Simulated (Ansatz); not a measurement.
TiN: geometry relaxation (part 1 of 2)

TiN (slab, 6 atoms in the cell), computed with DFT PBE, scalar-relativistic, plane waves, PAW, PAW set soft_1, no spin polarisation (Ansatz 0.2.0).

The structure derives from an entry of the Crystallography Open Database. The input holds or restrains some coordinates. Forces given for the steps count only the free coordinates.

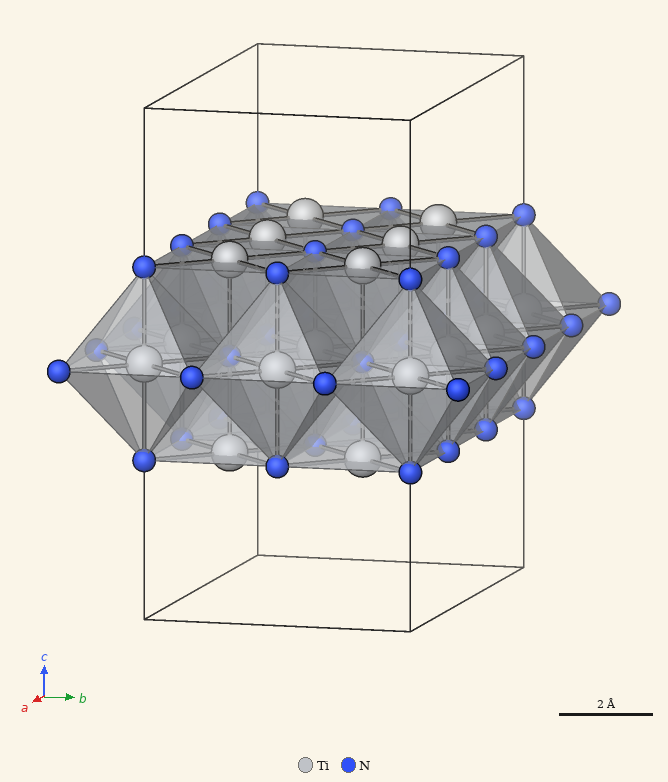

*The input geometry (polyhedral view of the 3 × 2 repeat of the cell, with the vacuum cut short, seen slightly off an axis; polyhedra are completed across the faces of the cell). An atom can appear more than once, as a periodic image.*

**Results in brief**

```tsv
quantity	value
outcome	converged under the restraints of the input
electrons treated	51
free energy	−8659.7524 eV
work function, top face	3.00 eV
work function, bottom face	2.48 eV
Fermi energy	4.183 eV
gap on the k-point mesh	none (metallic)
final volume	164.53 Å³
work function (upper face)	3.00 eV
largest force (length of the vector) at the end, held atoms and coordinates included	1.760 eV/Å
hardware	2 threads of Arm Neoverse N1, 98 GiB of memory available, shared host
wall time	62 s (CPU time 2.1 min)
peak memory	0.44 GiB
```

**Notes**

Notes on the run: the density in the vacuum is higher than it should be, so vacuum levels may be off; the exchange-correlation potential is rough where the density is thin. The cell holds an odd number of electrons but the run has no spin polarisation, so a band is left half filled.

**Input file**
```yaml
crystal:
  lattice:
    - [3.0028555065, 0.0, 0.0]
    - [0.0, 3.0028555065, 0.0]
    - [0.0, 0.0, 18.2466789832]
  atoms:
    - { symbol: Ti, position: [0.5, 0.5, 0.3836314546] }
    - { symbol: "N", position: [0.0, 0.0, 0.3836314546] }
    - { symbol: Ti, position: [0.0, 0.0, 0.5] }
    - { symbol: "N", position: [0.5, 0.5, 0.5] }
    - { symbol: Ti, position: [0.5, 0.5, 0.6163685454] }
    - { symbol: "N", position: [0.0, 0.0, 0.6163685454] }
basis:
  ecutwfc: 420
kpoints:
  mp_grid: { grid: [10, 10, 1] }
hamiltonian:
  xc: pbe
  pseudopotentials: { kind: paw, azcp: { folder: soft_1 } }
scf:
  occupations: { method: gaussian, width: 0.1 }
output:
  forces: true
  eigenvalues: true
  write_density: true
  write_potential: true
  elf: true
  volumetric_format: npy
relax:
  adjacent_minimum: "off"
  f_tol: 0.03
  max_steps: 50
  constraints: [{ sites: [0, 1] }]
efield:
  axis: 3
  dipole_correction: true
  ramp_width: 0.04
```

Launch command:
```bash
ansatz run input.yaml --threads 2 --pin off --max-ram 6144MiB --backend cpu --events-out ev --progress --plain --runs-dir out
```

**The program's output**
```
Engine: ansatz 0.2.0, aarch64-unknown-linux-gnu
Pseudopotentials: kind: paw
Pseudopotential: Ti, paw, valence charge 12, recommended cutoff 420 eV (normal), [file]
Pseudopotential: N, paw, valence charge 5, recommended cutoff 420 eV (normal), [file]
Functional definition: PBE
  parameter kappa = 0.804
  parameter beta = 0.06672455060314922
  exchange = pbe_x(kappa = kappa, mu = beta*pi^2/3)
  correlation = pbe_c(beta = beta)
Crystal: 6 atoms, lattice volume = 164.533 Å³
Basis set: ecut = 420 eV, 3149 PW (Γ), exchange–correlation on 48×48×250 points (8 copies of the dense FFT grid, shifted against one another)
Bands: 32, of which v1, the nominal top of the filled ones, is band 26 counted from 1 (25 counted from 0)
Symmetry: 8 space group operations
k-points: 21 of 100
Non-local potential: Ti, projectors of the file, l = 0: 3, l = 1: 2, l = 2: 3, l = 3: 1
Non-local potential: N, projectors of the file, l = 0: 2, l = 1: 2, l = 2: 1
PAW form: soft (Blöchl's): semilocal exchange-correlation on the pseudo side does not see the compensation charge
PAW one-centre angular grid: Ti, 590 points (default); XC on 64 Gauss nodes
PAW one-centre angular grid: N, 110 points (default); XC on 64 Gauss nodes
Initial density: superposition of atomic densities (neutral atoms: chi_scale 0, normalization atom)
Initial wavefunctions: pseudopotential atomic-orbital guess
Functional: x = pbe(κ = 0.804, μ = 0.2195149727645171), c = pbe(β = 0.06672455060314922)
SCF iter   1: F=—  HF=-8669.132572 eV  |F-HF|=—  |Δ(HF+E_count)|=         —  Δρ=1.28e-1  dr2=4.33e1  ethr=3.10e-3  p=0.000 e·Å  D=6.25e-15 V/Å  ΔV_dip=-0.00 eV  dr2_dipole=1.01e-6  V_vac-E_F(+/−)=7.55/7.55 eV  ⟨swp⟩=7.5  Hψ=3470  notcnv=0
efield: sawtooth ramp at fractional position 0.9800 (placed from the atoms, in the widest stretch of the axis that holds none; the zero of the levels goes with the place), width 0.0400; the density the first Hamiltonian is built on has a dipole p = 0.000 e·Å; the dipole correction subtracts the counter field D = 6.25e-15 V/Å, which shifts the + side's vacuum level by -0.00 eV against the − side's; the planar-averaged density in the ramp window peaks in size at 3.2e-7 e/Å³
preconditioner: auto → LDOS  [metal: Δε(μ)=0.068 eV  Ē_g=10.346 eV  σ=0.100 eV  W_gap=0.37  n_scr=32 (ndim 8)  ℏωp=15.0 eV  f_vac=0.535  D(μ)=2.45/eV (n_scr^D=8)  β→1.0]
SCF iter   2: F=—  HF=-8676.147156 eV  |F-HF|=—  |Δ(HF+E_count)|=    7.01e0  Δρ=2.00e-1  dr2=1.50e2  ethr=3.10e-3  p=0.000 e·Å  D=1.57e-4 V/Å  ΔV_dip=-0.00 eV  dr2_dipole=1.46e-4  V_vac-E_F(+/−)=-0.74/-0.74 eV  ⟨swp⟩=10.8  Hψ=3973  notcnv=0  defer=29  recentre
SCF iter   3: F=—  HF=-8660.477320 eV  |F-HF|=—  |Δ(HF+E_count)|=    1.57e1  Δρ=3.69e-2  dr2=5.89e0  ethr=3.10e-3  p=0.000 e·Å  D=5.89e-5 V/Å  ΔV_dip=-0.00 eV  dr2_dipole=5.80e-7  V_vac-E_F(+/−)=5.19/5.19 eV  ⟨swp⟩=7.1  Hψ=2603  notcnv=1  defer=31
SCF iter   4: F=—  HF=-8659.781011 eV  |F-HF|=—  |Δ(HF+E_count)|=   6.96e-1  Δρ=9.04e-3  dr2=9.58e-1  ethr=3.10e-3  p=-0.000 e·Å  D=-3.99e-4 V/Å  ΔV_dip=0.01 eV  dr2_dipole=2.01e-6  V_vac-E_F(+/−)=6.60/6.62 eV  ⟨swp⟩=4.4  Hψ=1266  notcnv=0  defer=22
SCF iter   5: F=—  HF=-8659.631705 eV  |F-HF|=—  |Δ(HF+E_count)|=   1.49e-1  Δρ=3.89e-3  dr2=2.88e-1  ethr=1.88e-3  p=-0.000 e·Å  D=-2.53e-4 V/Å  ΔV_dip=0.00 eV  dr2_dipole=1.18e-6  V_vac-E_F(+/−)=5.42/5.44 eV  ⟨swp⟩=3.2  Hψ=1008  notcnv=0  defer=19
SCF iter   6: F=—  HF=-8659.552167 eV  |F-HF|=—  |Δ(HF+E_count)|=   7.95e-2  Δρ=1.79e-3  dr2=5.53e-3  ethr=5.65e-4  p=0.000 e·Å  D=1.57e-4 V/Å  ΔV_dip=-0.00 eV  dr2_dipole=8.03e-7  V_vac-E_F(+/−)=2.89/2.90 eV  ⟨swp⟩=3.8  Hψ=1049  notcnv=0  defer=19
SCF iter   7: F=—  HF=-8659.553053 eV  |F-HF|=—  |Δ(HF+E_count)|=   8.86e-4  Δρ=8.93e-4  dr2=9.16e-3  ethr=1.08e-5  p=0.000 e·Å  D=1.23e-4 V/Å  ΔV_dip=-0.00 eV  dr2_dipole=7.11e-7  V_vac-E_F(+/−)=2.58/2.58 eV  ⟨swp⟩=3.7  Hψ=1457  notcnv=0  defer=18
SCF iter   8: F=—  HF=-8659.551895 eV  |F-HF|=—  |Δ(HF+E_count)|=   1.16e-3  Δρ=3.01e-4  dr2=2.02e-4  ethr=1.08e-5  p=0.000 e·Å  D=5.60e-5 V/Å  ΔV_dip=-0.00 eV  dr2_dipole=6.16e-8  V_vac-E_F(+/−)=2.80/2.80 eV  ⟨swp⟩=2.4  Hψ=965  notcnv=0  defer=17
SCF iter   9: F=—  HF=-8659.551919 eV  |F-HF|=—  |Δ(HF+E_count)|=   2.41e-5  Δρ=8.75e-5  dr2=8.62e-5  ethr=3.95e-7  p=0.000 e·Å  D=3.88e-5 V/Å  ΔV_dip=-0.00 eV  dr2_dipole=2.75e-8  V_vac-E_F(+/−)=2.79/2.79 eV  ⟨swp⟩=2.8  Hψ=1050  notcnv=0  defer=18
SCF iter  10: F=-8659.552012 eV  HF=-8659.552014 eV  |F-HF|=2.28e-6  |Δ(HF+E_count)|=   9.53e-5  Δρ=2.20e-5  dr2=4.86e-6  ethr=4.41e-8  p=0.000 e·Å  D=1.46e-5 V/Å  ΔV_dip=-0.00 eV  dr2_dipole=4.89e-10  V_vac-E_F(+/−)=2.83/2.83 eV  ⟨swp⟩=23.7  Hψ=8007  notcnv=0
WARN: efield: at this solve's end the planar-averaged density reaches 1.30e-5 e/Å³ inside the ramp window [0.9252, 0.0748] (bound 1e-5 e/Å³); the window's nearer edge stands 5.64 Å from this solve's nearest atom along the axis. Its work functions, free energy, forces, stress, dipole, levels and responses can be off, and this figure does not tell by how much. A short vacuum, a low `basis.ecutwfc` or `basis.ecutrho_ratio` and negative occupations (`scf.occupations.method`) can put density there. See the manual's quickstart, § The vacuum guard
SCF 1 converged in 10 iterations: F = -8659.552012 eV  dr2 = 4.86e-6
  Residual-converged pass: ⟨swp⟩=1.0  Hψ=757  notcnv=0  max |occ|·‖R‖ = 7.0e-9 eV (tolerance 1.0e-8 eV)  dr2=4.86e-6  dr2_onsite=6.23e-8  max |Δocc| = 7.3e-11
  greatest PAW one-centre occupation: 0.999 electrons in one spin orbital (limit 2), on the Ti atom at site 2 (counted from 0), in its partial waves of l = 0
relax step   1: F+E_penalty+E_count = -8659.55201196 eV  Δ(F+E_penalty+E_count) = +0.000e0 eV  max|allowed force component| = 1.798e0 eV/Å  Δτ_max = 0.0000 Å  (10 SCF iters, dr2 threshold 2.25e-5 eV, accepted)
Initial density: handed on by an earlier stage of this run
Initial wavefunctions: those handed on with the density
iter 1 solved again at ethr=3.01e-4 eV; its pass at ethr=3.10e-3 eV (dr2=1.53e-1 eV) is discarded
SCF iter   1: F=—  HF=-8659.739008 eV  |F-HF|=—  |Δ(HF+E_count)|=         —  Δρ=6.97e-3  dr2=1.73e-1  ethr=3.01e-4  p=0.000 e·Å  D=1.45e-5 V/Å  ΔV_dip=-0.00 eV  dr2_dipole=2.71e-2  V_vac-E_F(+/−)=2.90/2.90 eV  ⟨swp⟩=1.7  Hψ=2514  notcnv=0  defer=18
efield: sawtooth ramp at fractional position 0.9800 (handed on by an earlier solve), width 0.0400; the density the first Hamiltonian is built on has a dipole p = 0.000 e·Å; the dipole correction subtracts the counter field D = 1.45e-5 V/Å, which shifts the + side's vacuum level by -0.00 eV against the − side's; the planar-averaged density in the ramp window peaks in size at 1.2e-5 e/Å³
eigensolver tolerance schedule calibrated: the retry pair's looser diagonalisation under-reported the residual by θ = 0.12 (0.11/decade); ethr = c·dr2/N_el runs at the constant in force after the calibration composes with the one it found (an armed cap, an earlier calibration), c = 7.7e-2
preconditioner: auto → LDOS  [metal: Δε(μ)=0.008 eV  Ē_g=7.924 eV  σ=0.100 eV  W_gap=0.04  n_scr=32 (ndim 8)  ℏωp=15.0 eV  f_vac=0.579  D(μ)=3.85/eV (n_scr^D=10)  β→1.0]
SCF iter   2: F=—  HF=-8659.729986 eV  |F-HF|=—  |Δ(HF+E_count)|=   9.02e-3  Δρ=3.99e-3  dr2=2.74e-2  ethr=2.62e-4  p=-0.002 e·Å  D=-2.01e-3 V/Å  ΔV_dip=0.04 eV  dr2_dipole=6.24e-4  V_vac-E_F(+/−)=2.84/2.80 eV  ⟨swp⟩=2.4  Hψ=1061  notcnv=0  defer=18
SCF iter   3: F=—  HF=-8659.729975 eV  |F-HF|=—  |Δ(HF+E_count)|=   1.11e-5  Δρ=3.55e-3  dr2=3.22e-2  ethr=4.14e-5  p=-0.003 e·Å  D=-3.30e-3 V/Å  ΔV_dip=0.06 eV  dr2_dipole=1.75e-3  V_vac-E_F(+/−)=2.83/2.77 eV  ⟨swp⟩=2.5  Hψ=1130  notcnv=0  defer=21
SCF iter   4: F=—  HF=-8659.724988 eV  |F-HF|=—  |Δ(HF+E_count)|=   4.99e-3  Δρ=6.23e-4  dr2=1.25e-3  ethr=4.14e-5  p=-0.004 e·Å  D=-4.89e-3 V/Å  ΔV_dip=0.09 eV  dr2_dipole=4.76e-4  V_vac-E_F(+/−)=2.82/2.73 eV  ⟨swp⟩=2.0  Hψ=1064  notcnv=0  defer=18
SCF iter   5: F=—  HF=-8659.724784 eV  |F-HF|=—  |Δ(HF+E_count)|=   2.04e-4  Δρ=1.91e-4  dr2=1.27e-4  ethr=1.89e-6  p=-0.006 e·Å  D=-6.52e-3 V/Å  ΔV_dip=0.12 eV  dr2_dipole=4.18e-5  V_vac-E_F(+/−)=2.82/2.70 eV  ⟨swp⟩=3.1  Hψ=1279  notcnv=0  defer=18
SCF iter   6: F=-8659.724743 eV  HF=-8659.724764 eV  |F-HF|=2.09e-5  |Δ(HF+E_count)|=   1.95e-5  Δρ=7.41e-5  dr2=2.39e-5  ethr=1.51e-7  p=-0.007 e·Å  D=-7.84e-3 V/Å  ΔV_dip=0.14 eV  dr2_dipole=7.59e-6  V_vac-E_F(+/−)=2.82/2.68 eV  ⟨swp⟩=18.6  Hψ=7273  notcnv=0
WARN: efield: at this solve's end the planar-averaged density reaches 1.48e-5 e/Å³ inside the ramp window [0.9252, 0.0748] (bound 1e-5 e/Å³); the window's nearer edge stands 5.62 Å from this solve's nearest atom along the axis. Its work functions, free energy, forces, stress, dipole, levels and responses can be off, and this figure does not tell by how much. A short vacuum, a low `basis.ecutwfc` or `basis.ecutrho_ratio` and negative occupations (`scf.occupations.method`) can put density there. See the manual's quickstart, § The vacuum guard
SCF 2 converged in 6 iterations: F = -8659.724743 eV  dr2 = 2.39e-5
  greatest PAW one-centre occupation: 0.999 electrons in one spin orbital (limit 2), on the Ti atom at site 0 (counted from 0), in its partial waves of l = 0
relax step   2: F+E_penalty+E_count = -8659.72474335 eV  Δ(F+E_penalty+E_count) = -1.727e-1 eV  max|allowed force component| = 5.971e-1 eV/Å  Δτ_max = 0.1261 Å  (6 SCF iters, dr2 threshold 1.00e-4 eV, accepted)
SCF iter   1: F=—  HF=-8659.770544 eV  |F-HF|=—  |Δ(HF+E_count)|=         —  Δρ=6.65e-3  dr2=2.03e-1  ethr=2.49e-3  p=-0.007 e·Å  D=-7.84e-3 V/Å  ΔV_dip=0.14 eV  dr2_dipole=1.68e-2  V_vac-E_F(+/−)=2.88/2.74 eV  ⟨swp⟩=3.6  Hψ=1562  notcnv=0  defer=21
efield: sawtooth ramp at fractional position 0.9800 (handed on by an earlier solve), width 0.0400; the density the first Hamiltonian is built on has a dipole p = -0.007 e·Å; the dipole correction subtracts the counter field D = -7.84e-3 V/Å, which shifts the + side's vacuum level by +0.14 eV against the − side's; the planar-averaged density in the ramp window peaks in size at 1.7e-5 e/Å³
preconditioner: auto → LDOS  [metal: Δε(μ)=0.043 eV  Ē_g=7.977 eV  σ=0.100 eV  W_gap=0.24  n_scr=32 (ndim 8)  ℏωp=15.0 eV  f_vac=0.585  D(μ)=3.58/eV (n_scr^D=10)  β→1.0]
SCF iter   2: F=—  HF=-8659.756700 eV  |F-HF|=—  |Δ(HF+E_count)|=   1.38e-2  Δρ=4.37e-3  dr2=3.17e-2  ethr=3.99e-4  p=-0.018 e·Å  D=-1.98e-2 V/Å  ΔV_dip=0.36 eV  dr2_dipole=2.66e-6  V_vac-E_F(+/−)=2.96/2.60 eV  ⟨swp⟩=2.1  Hψ=1206  notcnv=0  defer=24
SCF iter   3: F=—  HF=-8659.752963 eV  |F-HF|=—  |Δ(HF+E_count)|=   3.74e-3  Δρ=2.80e-3  dr2=1.96e-2  ethr=6.21e-5  p=-0.020 e·Å  D=-2.25e-2 V/Å  ΔV_dip=0.41 eV  dr2_dipole=8.69e-4  V_vac-E_F(+/−)=2.98/2.57 eV  ⟨swp⟩=2.7  Hψ=1303  notcnv=0  defer=24
SCF iter   4: F=—  HF=-8659.749891 eV  |F-HF|=—  |Δ(HF+E_count)|=   3.07e-3  Δρ=7.68e-4  dr2=2.21e-3  ethr=3.84e-5  p=-0.023 e·Å  D=-2.57e-2 V/Å  ΔV_dip=0.47 eV  dr2_dipole=5.79e-4  V_vac-E_F(+/−)=3.00/2.53 eV  ⟨swp⟩=2.0  Hψ=903  notcnv=0  defer=23
SCF iter   5: F=—  HF=-8659.749532 eV  |F-HF|=—  |Δ(HF+E_count)|=   3.59e-4  Δρ=3.31e-4  dr2=5.60e-4  ethr=4.34e-6  p=-0.026 e·Å  D=-2.87e-2 V/Å  ΔV_dip=0.52 eV  dr2_dipole=2.15e-4  V_vac-E_F(+/−)=3.02/2.50 eV  ⟨swp⟩=2.4  Hψ=994  notcnv=0  defer=22
SCF iter   6: F=—  HF=-8659.749459 eV  |F-HF|=—  |Δ(HF+E_count)|=   7.34e-5  Δρ=9.01e-5  dr2=3.34e-5  ethr=1.10e-6  p=-0.030 e·Å  D=-3.27e-2 V/Å  ΔV_dip=0.60 eV  dr2_dipole=1.80e-5  V_vac-E_F(+/−)=3.05/2.45 eV  ⟨swp⟩=2.1  Hψ=934  notcnv=0  defer=22
SCF iter   7: F=-8659.749450 eV  HF=-8659.749452 eV  |F-HF|=1.58e-6  |Δ(HF+E_count)|=   7.04e-6  Δρ=3.59e-5  dr2=5.26e-6  ethr=4.37e-8  p=-0.031 e·Å  D=-3.41e-2 V/Å  ΔV_dip=0.62 eV  dr2_dipole=1.11e-6  V_vac-E_F(+/−)=3.05/2.43 eV  ⟨swp⟩=20.4  Hψ=7652  notcnv=0
WARN: efield: at this solve's end the planar-averaged density reaches 1.36e-5 e/Å³ inside the ramp window [0.9252, 0.0748] (bound 1e-5 e/Å³); the window's nearer edge stands 5.63 Å from this solve's nearest atom along the axis. Its work functions, free energy, forces, stress, dipole, levels and responses can be off, and this figure does not tell by how much. A short vacuum, a low `basis.ecutwfc` or `basis.ecutrho_ratio` and negative occupations (`scf.occupations.method`) can put density there. See the manual's quickstart, § The vacuum guard
SCF 3 converged in 7 iterations: F = -8659.749450 eV  dr2 = 5.26e-6
  greatest PAW one-centre occupation: 0.999 electrons in one spin orbital (limit 2), on the Ti atom at site 4 (counted from 0), in its partial waves of l = 0
relax step   3: F+E_penalty+E_count = -8659.74945011 eV  Δ(F+E_penalty+E_count) = -2.471e-2 eV  max|allowed force component| = 2.753e-1 eV/Å  Δτ_max = 0.0909 Å  (7 SCF iters, dr2 threshold 2.23e-5 eV, accepted)
SCF iter   1: F=—  HF=-8659.753576 eV  |F-HF|=—  |Δ(HF+E_count)|=         —  Δρ=1.59e-3  dr2=8.06e-3  ethr=2.63e-4  p=-0.031 e·Å  D=-3.41e-2 V/Å  ΔV_dip=0.62 eV  dr2_dipole=4.93e-5  V_vac-E_F(+/−)=3.03/2.41 eV  ⟨swp⟩=2.5  Hψ=1374  notcnv=0  defer=21
efield: sawtooth ramp at fractional position 0.9800 (handed on by an earlier solve), width 0.0400; the density the first Hamiltonian is built on has a dipole p = -0.031 e·Å; the dipole correction subtracts the counter field D = -3.41e-2 V/Å, which shifts the + side's vacuum level by +0.62 eV against the − side's; the planar-averaged density in the ramp window peaks in size at 1.5e-5 e/Å³
preconditioner: auto → LDOS  [metal: Δε(μ)=0.032 eV  Ē_g=7.967 eV  σ=0.100 eV  W_gap=0.17  n_scr=32 (ndim 8)  ℏωp=15.0 eV  f_vac=0.583  D(μ)=3.80/eV (n_scr^D=10)  β→1.0]
SCF iter   2: F=—  HF=-8659.752935 eV  |F-HF|=—  |Δ(HF+E_count)|=   6.41e-4  Δρ=1.25e-3  dr2=2.62e-3  ethr=1.58e-5  p=-0.029 e·Å  D=-3.19e-2 V/Å  ΔV_dip=0.58 eV  dr2_dipole=4.16e-5  V_vac-E_F(+/−)=3.02/2.44 eV  ⟨swp⟩=2.0  Hψ=1138  notcnv=0  defer=19
SCF iter   3: F=—  HF=-8659.752584 eV  |F-HF|=—  |Δ(HF+E_count)|=   3.51e-4  Δρ=6.75e-4  dr2=1.27e-3  ethr=5.13e-6  p=-0.028 e·Å  D=-3.10e-2 V/Å  ΔV_dip=0.57 eV  dr2_dipole=9.68e-5  V_vac-E_F(+/−)=3.01/2.44 eV  ⟨swp⟩=2.1  Hψ=989  notcnv=0  defer=19
SCF iter   4: F=—  HF=-8659.752424 eV  |F-HF|=—  |Δ(HF+E_count)|=   1.59e-4  Δρ=2.18e-4  dr2=2.05e-4  ethr=2.50e-6  p=-0.027 e·Å  D=-3.01e-2 V/Å  ΔV_dip=0.55 eV  dr2_dipole=6.59e-5  V_vac-E_F(+/−)=3.00/2.45 eV  ⟨swp⟩=2.0  Hψ=860  notcnv=0  defer=19
SCF iter   5: F=—  HF=-8659.752398 eV  |F-HF|=—  |Δ(HF+E_count)|=   2.64e-5  Δρ=7.96e-5  dr2=3.95e-5  ethr=4.02e-7  p=-0.027 e·Å  D=-2.93e-2 V/Å  ΔV_dip=0.53 eV  dr2_dipole=2.29e-5  V_vac-E_F(+/−)=3.00/2.46 eV  ⟨swp⟩=2.0  Hψ=866  notcnv=0  defer=19
SCF iter   6: F=-8659.752390 eV  HF=-8659.752393 eV  |F-HF|=3.48e-6  |Δ(HF+E_count)|=   4.43e-6  Δρ=3.07e-5  dr2=3.18e-6  ethr=1.64e-8  p=-0.026 e·Å  D=-2.83e-2 V/Å  ΔV_dip=0.52 eV  dr2_dipole=1.50e-6  V_vac-E_F(+/−)=2.99/2.47 eV  ⟨swp⟩=16.1  Hψ=6686  notcnv=0
WARN: efield: at this solve's end the planar-averaged density reaches 1.46e-5 e/Å³ inside the ramp window [0.9252, 0.0748] (bound 1e-5 e/Å³); the window's nearer edge stands 5.62 Å from this solve's nearest atom along the axis. Its work functions, free energy, forces, stress, dipole, levels and responses can be off, and this figure does not tell by how much. A short vacuum, a low `basis.ecutwfc` or `basis.ecutrho_ratio` and negative occupations (`scf.occupations.method`) can put density there. See the manual's quickstart, § The vacuum guard
SCF 4 converged in 6 iterations: F = -8659.752390 eV  dr2 = 3.18e-6
relax step   4: F+E_penalty+E_count = -8659.75238989 eV  Δ(F+E_penalty+E_count) = -2.940e-3 eV  max|allowed force component| = 3.329e-2 eV/Å  Δτ_max = 0.0255 Å  (6 SCF iters, dr2 threshold 8.36e-6 eV, accepted)
```
